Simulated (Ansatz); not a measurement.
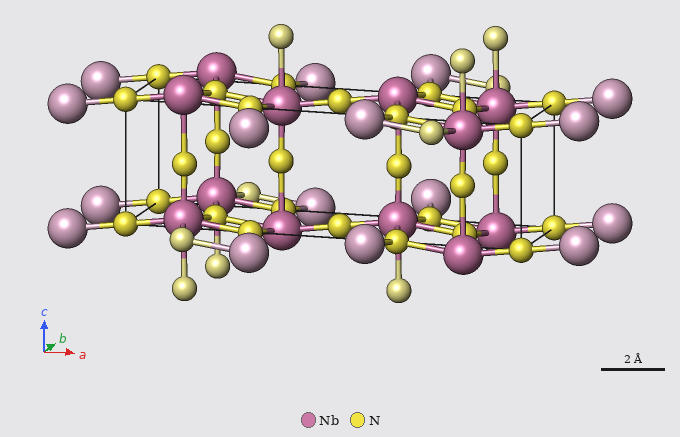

Fig. 1: The starting structure (ball-and-stick view of the cell 2 times as large as that of the calculation, set on its symmetry axes, seen slightly off an axis; neighbours outside the cell are drawn fainter). An atom can appear more than once, as a periodic image. Near neighbours in the periodic cell (some may lie outside the picture): Nb has 6 N at 1.82 to 2.26 Å; N has 2 Nb at 1.82 to 2.26 Å; N has 3 Nb at 2.04 to 2.25 Å.

# Nb2N5: geometry relaxation (part 1 of 3)

Nb2N5 (C2/m, 7 atoms in the cell), computed with DFT r2SCAN, scalar-relativistic, plane waves, PAW (Ansatz 0.2.0).

The structure was made by swapping elements on the sites of another compound; it need not be a known phase. The run did not end well. It belongs to a series of runs on one base structure; here: O -> N on all its sites, cell and atoms relaxed.

## Input file
```yaml
crystal:
  lattice:
    - [6.601811908, -1.95769702, 0.0078742938]
    - [6.601811908, 1.95769702, 0.0078742938]
    - [-0.0548702683, 0.0, 4.0777083218]
  atoms:
    - { symbol: Nb, position: [0.8536457123, 0.8536457123, 0.9334866483], spin: -0.12 }
    - { symbol: Nb, position: [0.1463542877, 0.1463542877, 0.0665133517], spin: -0.12 }
    - { symbol: "N", position: [0.8512102742, 0.8512102742, 0.4879447902], spin: 0.93 }
    - { symbol: "N", position: [0.1487897258, 0.1487897258, 0.5120552098], spin: 0.93 }
    - { symbol: "N", position: [0.0, 0.0, 0.0], spin: 0.77 }
    - { symbol: "N", position: [0.6847908519, 0.6847908519, 0.0039708332], spin: 1.0 }
    - { symbol: "N", position: [0.3152091481, 0.3152091481, 0.9960291668], spin: 1.0 }
basis:
  ecutwfc: 500
kpoints:
  mp_grid: { grid: [6, 6, 6] }
hamiltonian:
  xc: r2scan
scf:
  occupations: { method: gaussian, width: 0.1 }
output:
  forces: true
  stress: true
  eigenvalues: true
  populations: true
magnetization:
  spin_polarized: true
relax:
  adjacent_minimum: "off"
  f_tol: 0.05
  max_steps: 60
  cell: { stress_tol: 0.5 }
```

Hardware: 2 threads of Arm Neoverse V2, 24 GiB of memory available, shared host.

Command:
```bash
ansatz run input.yaml --threads 2 --pin off --max-ram 5120MiB --backend cpu --events-out ev --progress --plain --runs-dir out
```

## Output
```
Engine: ansatz 0.2.0, aarch64-unknown-linux-gnu
Pseudopotentials: kind: paw
Pseudopotential: Nb, paw, valence charge 13, recommended cutoff 500 eV (meta_gga), Nb.paw.azcp
Pseudopotential: N, paw, valence charge 5, recommended cutoff 500 eV (meta_gga), N.paw.azcp
Functional definition: r2SCAN
  parameter k0 = 0.174
  parameter k1 = 0.065
  parameter a1 = 4.9479
  exchange = r2scan_x(k0 = k0, k1 = k1, a1 = a1)
  correlation = r2scan_c
Crystal: 7 atoms, lattice volume = 105.405 Å³
Basis set: ecut = 500 eV, 2697 PW (Γ), exchange–correlation on 216×216×120 points (64 copies of the dense FFT grid, shifted against one another)
Bands: 35, of which v1, the nominal top of the filled ones, is band 26 counted from 1 (25 counted from 0)
Symmetry: 4 space group operations
Space group: C2/m (ITA 12), of the structure as read, at distance tolerance 4.7e-5 Å
Magnetic group: BNS 12.58 (UNI 65), of the structure as read, at distance tolerance 4.7e-5 Å
k-points: 68 of 216
Non-local potential: Nb, projectors of the file, l = 0: 3, l = 1: 2, l = 2: 2, l = 3: 1
Non-local potential: N, projectors of the file, l = 0: 2, l = 1: 2, l = 2: 1
PAW form: soft (Blöchl's): semilocal exchange-correlation on the pseudo side does not see the compensation charge
PAW frozen core: Nb, regenerated for the run's functional (the file was generated under x = pbe(κ = 0.804, μ = 0.2195149727645171), c = pbe(β = 0.06672455060314922))
PAW frozen core: N, regenerated for the run's functional (the file was generated under x = pbe(κ = 0.804, μ = 0.2195149727645171), c = pbe(β = 0.06672455060314922))
PAW one-centre angular grid: Nb, 590 points (default); XC on 160 Gauss nodes
PAW one-centre angular grid: N, 302 points (default); XC on 160 Gauss nodes
Initial density: superposition of atomic densities (chi_scale 0.1, normalization cell, long waves kept (reshape's long-wave potential 0.03 eV rms))
Starting moments: Σ|m| = 4.87 μB on 7 of 7 sites
Initial wavefunctions: pseudopotential atomic-orbital guess
Functional: x = r2scan, c = r2scan; τ floored in thin density (d = 2e-4 eV/Å³)
SCF iter   1: F=—  HF=-11035.545776 eV  |F-HF|=—  |Δ(HF+E_count)|=         —  Δρ=3.71e-2 (↑3.13e-2 ↓3.71e-2)  dr2=2.85e0  dr2_τ=1.12e-1  dr2_m=9.42e-2  M=3.588 μB ∫|m|=4.115 μB  β_m=1.00  ethr=3.10e-3  ⟨swp⟩=6.1  Hψ=18348  notcnv=0
Mixer restart at iter 1: flushing history
preconditioner: auto → Kerker (q_TF=auto, 2.417 Å⁻¹)  [metal: Δε(μ)=0.003 eV  Ē_g=9.882 eV  σ=0.100 eV  W_gap=0.02  n_scr=26 (ndim 8)  ℏωp=21.4 eV  f_vac=0.064  D(μ)=3.31/eV (n_scr^D=26)]
spin=Collinear: Kerker preconditioning applied to the charge; magnetization (m = ρ↑ − ρ↓) channel mixes plain (no charge-response kernel on spin).
SCF iter   2: F=—  HF=-11040.912308 eV  |F-HF|=—  |Δ(HF+E_count)|=    5.37e0  Δρ=2.72e-2 (↑2.55e-2 ↓2.72e-2)  dr2=1.90e0  dr2_τ=8.51e-3  dr2_m=2.03e-2  M=3.597 μB ∫|m|=4.281 μB  β_m=0.69  ethr=3.10e-3  ⟨swp⟩=2.1  Hψ=7779  notcnv=0  defer=371  κ⁻¹=1.0e0(r=1)
SCF iter   3: F=—  HF=-11046.502133 eV  |F-HF|=—  |Δ(HF+E_count)|=    5.59e0  Δρ=1.55e-2 (↑1.55e-2 ↓1.30e-2)  dr2=6.96e-1  dr2_τ=4.02e-3  dr2_m=1.80e-2  M=3.860 μB ∫|m|=4.712 μB  β_m=1.00  ethr=3.10e-3  ⟨swp⟩=2.0  Hψ=7789  notcnv=0  defer=371  κ⁻¹=1.3e-1(r=2)
SCF iter   4: F=—  HF=-11047.390995 eV  |F-HF|=—  |Δ(HF+E_count)|=   8.89e-1  Δρ=7.40e-3 (↑7.36e-3 ↓7.40e-3)  dr2=1.93e-1  dr2_τ=1.88e-3  dr2_m=4.67e-3  M=4.090 μB ∫|m|=4.993 μB  β_m=1.00  ethr=1.36e-3  ⟨swp⟩=2.0  Hψ=8345  notcnv=0  defer=414  κ⁻¹=4.7e-2(r=3)
SCF iter   5: F=—  HF=-11047.571914 eV  |F-HF|=—  |Δ(HF+E_count)|=         —  Δρ=1.16e-2 (↑1.16e-2 ↓8.14e-3)  dr2=9.02e-2  dr2_τ=6.66e-3  dr2_m=6.43e-2  M=4.594 μB ∫|m|=5.557 μB  β_m=1.00  ethr=3.78e-4  ⟨swp⟩=2.1  Hψ=8287  notcnv=0  defer=442
Mixer restart at iter 5: flushing history
SCF iter   6: F=—  HF=-11047.502889 eV  |F-HF|=—  |Δ(HF+E_count)|=   6.90e-2  Δρ=2.38e-3 (↑2.08e-3 ↓2.38e-3)  dr2=1.58e-2  dr2_τ=4.42e-4  dr2_m=2.11e-3  M=4.595 μB ∫|m|=5.588 μB  β_m=1.00  ethr=9.80e-5  ⟨swp⟩=2.2  Hψ=8176  notcnv=0  defer=457
SCF iter   7: F=—  HF=-11047.509720 eV  |F-HF|=—  |Δ(HF+E_count)|=   6.83e-3  Δρ=1.90e-3 (↑1.90e-3 ↓1.89e-3)  dr2=1.36e-2  dr2_τ=1.83e-4  dr2_m=1.47e-3  M=4.637 μB ∫|m|=5.647 μB  β_m=1.00  ethr=3.09e-5  ⟨swp⟩=2.0  Hψ=5823  notcnv=0  defer=455  κ⁻¹=1.0e0(r=1)
SCF iter   8: F=—  HF=-11047.515398 eV  |F-HF|=—  |Δ(HF+E_count)|=   5.68e-3  Δρ=1.65e-3 (↑1.65e-3 ↓1.21e-3)  dr2=1.06e-2  dr2_τ=8.66e-5  dr2_m=7.27e-4  M=4.734 μB ∫|m|=5.782 μB  β_m=1.00  ethr=2.66e-5  ⟨swp⟩=2.0  Hψ=7003  notcnv=0  defer=457  κ⁻¹=1.1e-1(r=2)
SCF iter   9: F=—  HF=-11047.512537 eV  |F-HF|=—  |Δ(HF+E_count)|=   2.86e-3  Δρ=9.59e-4 (↑9.59e-4 ↓9.08e-4)  dr2=6.71e-3  dr2_τ=1.49e-5  dr2_m=7.14e-5  M=4.834 μB ∫|m|=5.924 μB  β_m=1.00  ethr=2.09e-5  ⟨swp⟩=2.0  Hψ=7254  notcnv=0  defer=461  κ⁻¹=4.0e-2(r=3)
SCF iter  10: F=—  HF=-11047.510486 eV  |F-HF|=—  |Δ(HF+E_count)|=   2.05e-3  Δρ=9.07e-4 (↑6.63e-4 ↓9.07e-4)  dr2=2.82e-3  dr2_τ=3.59e-5  dr2_m=4.02e-4  M=4.829 μB ∫|m|=5.921 μB  β_m=1.00  ethr=1.32e-5  ⟨swp⟩=2.0  Hψ=5756  notcnv=0  defer=469  κ⁻¹=1.7e-2(r=4)
SCF iter  11: F=—  HF=-11047.512934 eV  |F-HF|=—  |Δ(HF+E_count)|=   2.45e-3  Δρ=1.12e-3 (↑1.12e-3 ↓8.58e-4)  dr2=1.01e-3  dr2_τ=7.34e-5  dr2_m=7.71e-4  M=4.764 μB ∫|m|=5.835 μB  β_m=1.00  ethr=5.52e-6  ⟨swp⟩=2.0  Hψ=6990  notcnv=0  defer=469  κ⁻¹=8.4e-3(r=5)
SCF iter  12: F=—  HF=-11047.513682 eV  |F-HF|=—  |Δ(HF+E_count)|=   7.49e-4  Δρ=1.02e-3 (↑1.02e-3 ↓6.75e-4)  dr2=9.13e-4  dr2_τ=4.68e-5  dr2_m=4.80e-4  M=4.723 μB ∫|m|=5.780 μB  β_m=1.00  ethr=1.97e-6  ⟨swp⟩=2.0  Hψ=7027  notcnv=0  defer=463  κ⁻¹=6.3e-3(r=6)
SCF iter  13: F=—  HF=-11047.513413 eV  |F-HF|=—  |Δ(HF+E_count)|=   2.70e-4  Δρ=5.49e-4 (↑5.49e-4 ↓4.29e-4)  dr2=4.93e-4  dr2_τ=7.99e-6  dr2_m=4.77e-5  M=4.656 μB ∫|m|=5.692 μB  β_m=1.00  ethr=1.79e-6  ⟨swp⟩=2.1  Hψ=7249  notcnv=0  defer=456  κ⁻¹=5.7e-4(r=7)
SCF iter  14: F=—  HF=-11047.513156 eV  |F-HF|=—  |Δ(HF+E_count)|=   2.56e-4  Δρ=2.77e-4 (↑1.77e-4 ↓2.77e-4)  dr2=1.59e-4  dr2_τ=1.38e-6  dr2_m=1.40e-5  M=4.632 μB ∫|m|=5.661 μB  β_m=1.00  ethr=9.68e-7  ⟨swp⟩=2.0  Hψ=7244  notcnv=0  defer=455  κ⁻¹=3.3e-4(r=8)
SCF iter  15: F=—  HF=-11047.513313 eV  |F-HF|=—  |Δ(HF+E_count)|=   1.57e-4  Δρ=2.61e-4 (↑2.61e-4 ↓1.76e-4)  dr2=4.58e-5  dr2_τ=3.60e-6  dr2_m=4.07e-5  M=4.647 μB ∫|m|=5.677 μB  β_m=1.00  ethr=3.13e-7  ⟨swp⟩=2.0  Hψ=6998  notcnv=0  defer=456  κ⁻¹=3.1e-4(r=8)
SCF iter  16: F=—  HF=-11047.513394 eV  |F-HF|=—  |Δ(HF+E_count)|=   8.12e-5  Δρ=7.79e-5 (↑7.79e-5 ↓6.84e-5)  dr2=1.75e-5  dr2_τ=2.26e-7  dr2_m=1.03e-6  M=4.677 μB ∫|m|=5.715 μB  β_m=1.00  ethr=8.99e-8  ⟨swp⟩=3.1  Hψ=9107  notcnv=0  defer=456  κ⁻¹=3.7e-4(r=8)
SCF iter  17: F=—  HF=-11047.513408 eV  |F-HF|=—  |Δ(HF+E_count)|=   1.32e-5  Δρ=6.21e-5 (↑6.21e-5 ↓4.79e-5)  dr2=6.82e-6  dr2_τ=1.50e-7  dr2_m=8.82e-7  M=4.678 μB ∫|m|=5.717 μB  β_m=1.00  ethr=3.42e-8  ⟨swp⟩=2.1  Hψ=7043  notcnv=0  defer=454  κ⁻¹=2.3e-4(r=8)
SCF iter  18: F=—  HF=-11047.513413 eV  |F-HF|=—  |Δ(HF+E_count)|=   5.28e-6  Δρ=2.89e-5 (↑2.89e-5 ↓2.20e-5)  dr2=2.49e-6  dr2_τ=2.30e-8  dr2_m=2.52e-7  M=4.679 μB ∫|m|=5.719 μB  β_m=1.00  ethr=1.34e-8  ⟨swp⟩=2.0  Hψ=7119  notcnv=0  defer=454  κ⁻¹=4.5e-4(r=8)
SCF iter  19: F=—  HF=-11047.513414 eV  |F-HF|=—  |Δ(HF+E_count)|=   1.02e-6  Δρ=1.41e-5 (↑1.39e-5 ↓1.41e-5)  dr2=1.05e-6  dr2_τ=5.96e-9  dr2_m=2.34e-8  M=4.680 μB ∫|m|=5.720 μB  β_m=1.00  ethr=4.88e-9  ⟨swp⟩=2.0  Hψ=7102  notcnv=0  defer=454  κ⁻¹=3.0e-4(r=8)
SCF iter  20: F=—  HF=-11047.513414 eV  |F-HF|=—  |Δ(HF+E_count)|=   1.21e-7  Δρ=1.17e-5 (↑9.13e-6 ↓1.17e-5)  dr2=3.86e-7  dr2_τ=4.17e-9  dr2_m=1.85e-8  M=4.682 μB ∫|m|=5.722 μB  β_m=1.00  ethr=2.06e-9  ⟨swp⟩=2.0  Hψ=7032  notcnv=0  defer=454  κ⁻¹=7.1e-5(r=8)
SCF iter  21: F=—  HF=-11047.513414 eV  |F-HF|=—  |Δ(HF+E_count)|=   2.31e-7  Δρ=6.10e-6 (↑6.10e-6 ↓5.51e-6)  dr2=1.30e-7  dr2_τ=1.14e-9  dr2_m=1.00e-8  M=4.682 μB ∫|m|=5.722 μB  β_m=1.00  ethr=7.57e-10  ⟨swp⟩=2.0  Hψ=7003  notcnv=0  defer=454  κ⁻¹=1.2e-4(r=8)
SCF iter  22: F=—  HF=-11047.513414 eV  |F-HF|=—  |Δ(HF+E_count)|=   4.42e-8  Δρ=4.57e-6 (↑3.85e-6 ↓4.57e-6)  dr2=9.58e-8  dr2_τ=4.52e-10  dr2_m=2.82e-9  M=4.682 μB ∫|m|=5.722 μB  β_m=1.00  ethr=2.55e-10  ⟨swp⟩=2.3  Hψ=6344  notcnv=0  defer=454  κ⁻¹=5.2e-5(r=8)
SCF iter  23: F=-11047.513414 eV  HF=-11047.513414 eV  |F-HF|=1.07e-8  |Δ(HF+E_count)|=   1.76e-8  Δρ=3.48e-6 (↑3.48e-6 ↓3.15e-6)  dr2=2.31e-8  dr2_τ=7.44e-10  dr2_m=5.57e-9  M=4.682 μB ∫|m|=5.722 μB  ethr=1.88e-10  ⟨swp⟩=8.1  Hψ=21014  notcnv=0
SCF 1 converged in 23 iterations: F = -11047.513414 eV  dr2 = 2.31e-8
  greatest PAW one-centre occupation: 1.001 electrons in one spin orbital (limit 2), on the Nb atom at site 1 (counted from 0), in its partial waves of l = 0
relax step   1: F+E_penalty+E_count = -11047.51341425 eV  Δ(F+E_penalty+E_count) = +0.000e0 eV  max|allowed force component| = 2.318e0 eV/Å  Δτ_max = 0.0000 Å  P = +7.116 GPa  Ω = 105.405 Å³  (23 SCF iters, dr2 threshold 1.00e-7 eV, accepted)
Crystal: 7 atoms, lattice volume = 109.357 Å³
Basis set: ecut = 500 eV, 2785 PW (Γ), exchange–correlation on 216×216×120 points (64 copies of the dense FFT grid, shifted against one another)
Initial density: handed on by an earlier stage of this run
Starting moments: Σ|m| = 4.87 μB on 7 of 7 sites; this step starts from the density that it was given
Initial wavefunctions: those handed on with the density
iter 1 solved again at ethr=1.12e-4 eV; its pass at ethr=3.10e-3 eV (dr2=5.71e-2 eV) is discarded
```
